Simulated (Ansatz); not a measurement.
# Where H_i (antibonding, by N) puts its levels in the gap of GaN (P6_3mc)

Aim: at which Fermi levels does H_i (antibonding, by N) in GaN (P6_3mc) change its charge? The model is a cell of 72 host atoms with 1 H put in.

Method: place-levels on r2SCAN runs: charge-transition levels and formation energies with image-charge correction and potential alignment at the atomic sites; PAW set soft_1, in Ansatz 0.2.0.

## (1) The starting structure

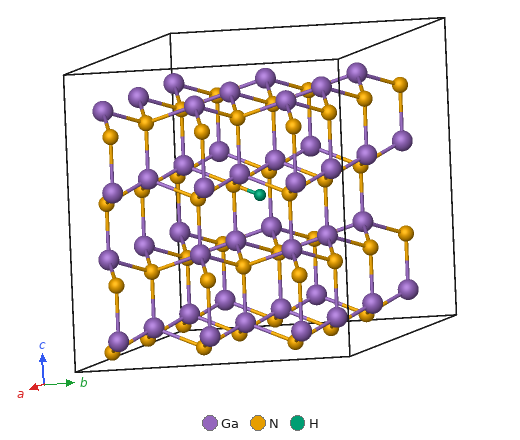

The starting structure, seen slightly off an axis (gallium purple, nitrogen orange, hydrogen teal). Some periodic images of atoms are drawn too.

The cell holds 73 atoms: 36 Ga, 36 N and 1 H. Cell: a = 9.407 Å, b = 9.407 Å, c = 10.212 Å, α = 90.0°, β = 90.0°, γ = 120.0°. It derives from GaN (space group P6_3mc). Nearest the centre at fractional (0.614, 0.562, 0.405): H73 at 0.00 Å, N35 at 1.01 Å, Ga58 at 1.84 Å, Ga34 at 1.84 Å, Ga33 at 1.86 Å, N67 at 2.38 Å, N43 at 2.38 Å, N60 at 2.72 Å.

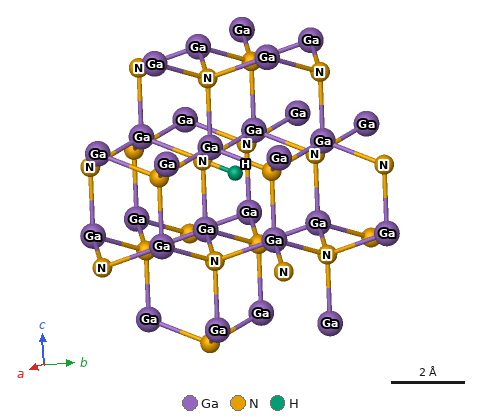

The atoms within 5 Å of the centre.

Coordinates:

```xyz
73
Lattice="9.4066 0.0000 0.0000 -4.7033 8.1463 0.0000 0.0000 0.0000 10.2121" Properties=species:S:1:pos:R:3 pbc="T T T"
Ga    1.5678    0.9051    2.5485
Ga    0.0000    1.8103    5.1015
N     1.5678    0.9051    4.4724
N     0.0000    1.8103    1.9193
Ga    1.5678    0.9051    7.6545
Ga    0.0000    1.8103   10.2076
N     1.5678    0.9051    9.5785
N     0.0000    1.8103    7.0254
Ga    0.0000    3.6206    2.5485
Ga   -1.5678    4.5257    5.1015
N     0.0000    3.6206    4.4724
N    -1.5678    4.5257    1.9193
Ga    0.0000    3.6206    7.6545
Ga   -1.5678    4.5257   10.2076
N     0.0000    3.6206    9.5785
N    -1.5678    4.5257    7.0254
Ga   -1.5678    6.3360    2.5485
Ga   -3.1355    7.2412    5.1015
N    -1.5678    6.3360    4.4724
N    -3.1355    7.2412    1.9193
Ga   -1.5678    6.3360    7.6545
Ga   -3.1355    7.2412   10.2076
N    -1.5678    6.3360    9.5785
N    -3.1355    7.2412    7.0254
Ga    4.7033    0.9051    2.5485
Ga    3.1355    1.8103    5.1015
N     4.7033    0.9051    4.4724
N     3.1355    1.8103    1.9193
Ga    4.7033    0.9051    7.6545
Ga    3.1355    1.8103   10.2076
N     4.7033    0.9051    9.5785
N     3.1355    1.8103    7.0254
Ga    3.1355    3.6206    2.5485
Ga    1.5678    4.5257    5.1015
N     3.1355    3.6206    4.4724
N     1.5678    4.5257    1.9193
Ga    3.1355    3.6206    7.6545
Ga    1.5678    4.5257   10.2076
N     3.1355    3.6206    9.5785
N     1.5678    4.5257    7.0254
Ga    1.5678    6.3360    2.5485
Ga    0.0000    7.2412    5.1015
N     1.5678    6.3360    4.4724
N     0.0000    7.2412    1.9193
Ga    1.5678    6.3360    7.6545
Ga    0.0000    7.2412   10.2076
N     1.5678    6.3360    9.5785
N     0.0000    7.2412    7.0254
Ga    7.8388    0.9051    2.5485
Ga    6.2710    1.8103    5.1015
N     7.8388    0.9051    4.4724
N     6.2710    1.8103    1.9193
Ga    7.8388    0.9051    7.6545
Ga    6.2710    1.8103   10.2076
N     7.8388    0.9051    9.5785
N     6.2710    1.8103    7.0254
Ga    6.2710    3.6206    2.5485
Ga    4.7033    4.5257    5.1015
N     6.2710    3.6206    4.4724
N     4.7033    4.5257    1.9193
Ga    6.2710    3.6206    7.6545
Ga    4.7033    4.5257   10.2076
N     6.2710    3.6206    9.5785
N     4.7033    4.5257    7.0254
Ga    4.7033    6.3360    2.5485
Ga    3.1355    7.2412    5.1015
N     4.7033    6.3360    4.4724
N     3.1355    7.2412    1.9193
Ga    4.7033    6.3360    7.6545
Ga    3.1355    7.2412   10.2076
N     4.7033    6.3360    9.5785
N     3.1355    7.2412    7.0254
H     3.1355    4.5773    4.1401
```

Screening for the image-charge correction: ε∞ = (5.83, 5.83, 6.02), ε0 = (10.10, 10.10, 11.19), computed on the host (DFPT, PBEsol, on the r2SCAN cell), and a cell off the functional's own equilibrium shifts the ionic part.

The relaxed host is scaled by −1.5 % along all axes; the dielectric constants are those of the unstrained host.

The cell's shortest repeat is 9.4 Å.

## (2) Charge states

Levels follow from differences of total energies between charge states, each relaxed by itself.

Random displacements of about 0.05 Å break the site symmetry at the start, so that the relaxation can reach a distorted minimum if there is one. Forces are taken at one point at (¼, ¼, ¼). The cell holds 1 electron more than the neutral one, with a uniform background that keeps it neutral on the whole.

The sampling was tested on the host first: at the k-points planned (1x1x1 shifted 0.25 0.25 0.25) its energy lies -0.023 eV an atom from the dense-mesh value, a large miss, so this sampling is coarse for the host.

One state's input; the others differ in charge, spin, start and seed, and in occupations where the table says so.

Input file qm1.relax/input.yaml:

```yaml
crystal:
  lattice:
    - [9.40657037, 0.0, 0.0]
    - [-4.70328518, 8.1463289, 0.0]
    - [0.0, 0.0, 10.21214828]
  atoms:
    - { symbol: Ga, position: [0.22222222, 0.11111111, 0.24955312] }
    - { symbol: Ga, position: [0.11111111, 0.22222222, 0.49955312] }
    - { symbol: "N", position: [0.22222222, 0.11111111, 0.43794688] }
    - { symbol: "N", position: [0.11111111, 0.22222222, 0.18794688] }
    - { symbol: Ga, position: [0.22222222, 0.11111111, 0.74955312] }
    - { symbol: Ga, position: [0.11111111, 0.22222222, 0.99955312] }
    - { symbol: "N", position: [0.22222222, 0.11111111, 0.93794688] }
    - { symbol: "N", position: [0.11111111, 0.22222222, 0.68794688] }
    - { symbol: Ga, position: [0.22222222, 0.44444444, 0.24955312] }
    - { symbol: Ga, position: [0.11111111, 0.55555556, 0.49955312] }
    - { symbol: "N", position: [0.22222222, 0.44444444, 0.43794688] }
    - { symbol: "N", position: [0.11111111, 0.55555556, 0.18794688] }
    - { symbol: Ga, position: [0.22222222, 0.44444444, 0.74955312] }
    - { symbol: Ga, position: [0.11111111, 0.55555556, 0.99955312] }
    - { symbol: "N", position: [0.22222222, 0.44444444, 0.93794688] }
    - { symbol: "N", position: [0.11111111, 0.55555556, 0.68794688] }
    - { symbol: Ga, position: [0.22222222, 0.77777778, 0.24955312] }
    - { symbol: Ga, position: [0.11111111, 0.88888889, 0.49955312] }
    - { symbol: "N", position: [0.22222222, 0.77777778, 0.43794688] }
    - { symbol: "N", position: [0.11111111, 0.88888889, 0.18794688] }
    - { symbol: Ga, position: [0.22222222, 0.77777778, 0.74955312] }
    - { symbol: Ga, position: [0.11111111, 0.88888889, 0.99955312] }
    - { symbol: "N", position: [0.22222222, 0.77777778, 0.93794688] }
    - { symbol: "N", position: [0.11111111, 0.88888889, 0.68794688] }
    - { symbol: Ga, position: [0.55555556, 0.11111111, 0.24955312] }
    - { symbol: Ga, position: [0.44444444, 0.22222222, 0.49955312] }
    - { symbol: "N", position: [0.55555556, 0.11111111, 0.43794688] }
    - { symbol: "N", position: [0.44444444, 0.22222222, 0.18794688] }
    - { symbol: Ga, position: [0.55555556, 0.11111111, 0.74955312] }
    - { symbol: Ga, position: [0.44444444, 0.22222222, 0.99955312] }
    - { symbol: "N", position: [0.55555556, 0.11111111, 0.93794688] }
    - { symbol: "N", position: [0.44444444, 0.22222222, 0.68794688] }
    - { symbol: Ga, position: [0.55555556, 0.44444444, 0.24955312] }
    - { symbol: Ga, position: [0.44444444, 0.55555556, 0.49955312] }
    - { symbol: "N", position: [0.55555556, 0.44444444, 0.43794688] }
    - { symbol: "N", position: [0.44444444, 0.55555556, 0.18794688] }
    - { symbol: Ga, position: [0.55555556, 0.44444444, 0.74955312] }
    - { symbol: Ga, position: [0.44444444, 0.55555556, 0.99955312] }
    - { symbol: "N", position: [0.55555556, 0.44444444, 0.93794688] }
    - { symbol: "N", position: [0.44444444, 0.55555556, 0.68794688] }
    - { symbol: Ga, position: [0.55555556, 0.77777778, 0.24955312] }
    - { symbol: Ga, position: [0.44444444, 0.88888889, 0.49955312] }
    - { symbol: "N", position: [0.55555556, 0.77777778, 0.43794688] }
    - { symbol: "N", position: [0.44444444, 0.88888889, 0.18794688] }
    - { symbol: Ga, position: [0.55555556, 0.77777778, 0.74955312] }
    - { symbol: Ga, position: [0.44444444, 0.88888889, 0.99955312] }
    - { symbol: "N", position: [0.55555556, 0.77777778, 0.93794688] }
    - { symbol: "N", position: [0.44444444, 0.88888889, 0.68794688] }
    - { symbol: Ga, position: [0.88888889, 0.11111111, 0.24955312] }
    - { symbol: Ga, position: [0.77777778, 0.22222222, 0.49955312] }
    - { symbol: "N", position: [0.88888889, 0.11111111, 0.43794688] }
    - { symbol: "N", position: [0.77777778, 0.22222222, 0.18794688] }
    - { symbol: Ga, position: [0.88888889, 0.11111111, 0.74955312] }
    - { symbol: Ga, position: [0.77777778, 0.22222222, 0.99955312] }
    - { symbol: "N", position: [0.88888889, 0.11111111, 0.93794688] }
    - { symbol: "N", position: [0.77777778, 0.22222222, 0.68794688] }
    - { symbol: Ga, position: [0.88888889, 0.44444444, 0.24955312] }
    - { symbol: Ga, position: [0.77777778, 0.55555556, 0.49955312] }
    - { symbol: "N", position: [0.88888889, 0.44444444, 0.43794688] }
    - { symbol: "N", position: [0.77777778, 0.55555556, 0.18794688] }
    - { symbol: Ga, position: [0.88888889, 0.44444444, 0.74955312] }
    - { symbol: Ga, position: [0.77777778, 0.55555556, 0.99955312] }
    - { symbol: "N", position: [0.88888889, 0.44444444, 0.93794688] }
    - { symbol: "N", position: [0.77777778, 0.55555556, 0.68794688] }
    - { symbol: Ga, position: [0.88888889, 0.77777778, 0.24955312] }
    - { symbol: Ga, position: [0.77777778, 0.88888889, 0.49955312] }
    - { symbol: "N", position: [0.88888889, 0.77777778, 0.43794688] }
    - { symbol: "N", position: [0.77777778, 0.88888889, 0.18794688] }
    - { symbol: Ga, position: [0.88888889, 0.77777778, 0.74955312] }
    - { symbol: Ga, position: [0.77777778, 0.88888889, 0.99955312] }
    - { symbol: "N", position: [0.88888889, 0.77777778, 0.93794688] }
    - { symbol: "N", position: [0.77777778, 0.88888889, 0.68794688] }
    - { symbol: H, position: [0.614274, 0.561881, 0.405413] }
  host:
    repeats: [3, 3, 2]
    atoms:
      - { symbol: Ga, position: [0.66666667, 0.33333333, 0.49910624] }
      - { symbol: Ga, position: [0.33333333, 0.66666667, 0.99910624] }
      - { symbol: "N", position: [0.66666667, 0.33333333, 0.87589376] }
      - { symbol: "N", position: [0.33333333, 0.66666667, 0.37589376] }
total_charge: -1
basis:
  ecutwfc: 500
  xc_grid: 2
hamiltonian:
  xc: r2scan
  pseudopotentials: { kind: paw, azcp: { folder: soft_1 } }
kpoints:
  mp_grid: { grid: [1, 1, 1], shift: [0.25, 0.25, 0.25] }
scf:
  occupations: { method: fixed }
  max_iter: 100
output:
  forces: true
  charged_corrections:
    epsilon: [5.83, 5.83, 6.02]
    static_epsilon: [10.1, 10.1, 11.19]
    defect_position: [0.614274, 0.561881, 0.405413]
relax:
  f_tol: 0.02
  max_steps: 80
  random_displacement: { amplitude: 0.05, seed: 7885 }
checkpoint:
  write: "../qm1.relax.run"
  compress: false
  write_wavefunctions: true
  write_every: 100000
```

Launch:

```bash
$ ansatz run input.yaml --threads 8 --pin off --max-ram 15073MiB --backend cpu --events-out ev --progress --plain --runs-dir out
```

Defect states can disperse in a cell of this size, so the energy is taken again at a 2×2×2 shifted mesh, on the relaxed structure.

The run of this state that the levels use, under r2SCAN:

Input file qm1.point/input.yaml:

```yaml
crystal:
  checkpoint: "../qm1.relax.run"
  host: checkpoint
total_charge: -1
basis:
  ecutwfc: 500
  xc_grid: 2
hamiltonian:
  xc: r2scan
  pseudopotentials: { kind: paw, azcp: { folder: soft_1 } }
kpoints:
  mp_grid: { grid: [2, 2, 2], shift: [0.5, 0.5, 0.5] }
scf:
  occupations: { method: fermi_dirac, width: 0.01 }
  max_iter: 100
output:
  forces: true
  eigenvalues: true
  charged_corrections:
    epsilon: [5.83, 5.83, 6.02]
    static_epsilon: [10.1, 10.1, 11.19]
    defect_position: [0.614274, 0.561881, 0.405413]
  eigenstates: { localisation: true }
  populations: true
  band_densities: [{ bands: [v1, v1] }, { bands: [c1, c1] }]
  write_density: true
  write_potential: true
  volumetric_format: npy
checkpoint:
  read: "../qm1.relax.run"
  write: "../qm1.point.run"
  compress: false
  write_wavefunctions: false
  write_every: 100000
```

Relaxations under r2SCAN at one point at (¼, ¼, ¼); times on 8 threads of Arm Neoverse V2, shared host:

```
charge  moment (μB)  occupations    outcome  steps  largest displacement against the far atoms (Å)     time
    −1            0        fixed  converged     12                                            0.96  2.7 min
     0            1        fixed  converged      9                                            1.14  4.6 min
    +1            0        fixed  converged      7                                            0.16     96 s
```

Single points under r2SCAN at a 2×2×2 shifted mesh; times on 8 threads of Arm Neoverse V2, shared host:

```
charge  moment (μB)  occupations    outcome     time
    −1            0  fermi-dirac  converged     91 s
     0            1  fermi-dirac  converged  2.7 min
    +1            0  fermi-dirac  converged     78 s
```

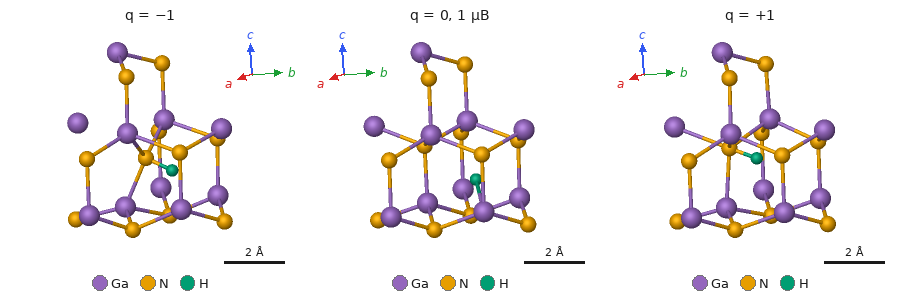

The structures near the centre after relaxation with r2SCAN, by charge. Bonds to atoms that aren't drawn are left out.

Distances (Å) from H73 to the nearest atoms after relaxation with r2SCAN:

```
charge  moment (μB)       1.       2.       3.       4.       5.       6.
    −1            0   N 1.02   N 2.09   N 2.12  Ga 2.14  Ga 2.17  Ga 2.17
     0            1  Ga 1.99  Ga 1.99  Ga 1.99   N 2.14   N 2.14   N 2.14
    +1            0   N 1.03  Ga 2.02  Ga 2.03  Ga 2.07   N 2.26   N 2.27
```

(Continued in part 2 of 2.)

[Logs are printed without paths, hosts, clocks, repeated set-up lines and the standing remarks that a program may print on its own settings, such as how far it seeks lower states.]

[Hosts, paths, dates, database ids (printed as entryN), source tags and the programs' standing remarks are cut or masked in the printed files.]

[Where a table of states has a column of steps, it counts the stored structures, which are thinned; the runs took as many ionic steps or more.]

[A defect's name tells the site on which it was built; relaxed atoms can leave that site.]

[For some hosts the program warned that the k-mesh of the response run may be too coarse for force constants and the static dielectric constant; such warnings are not shown here.]
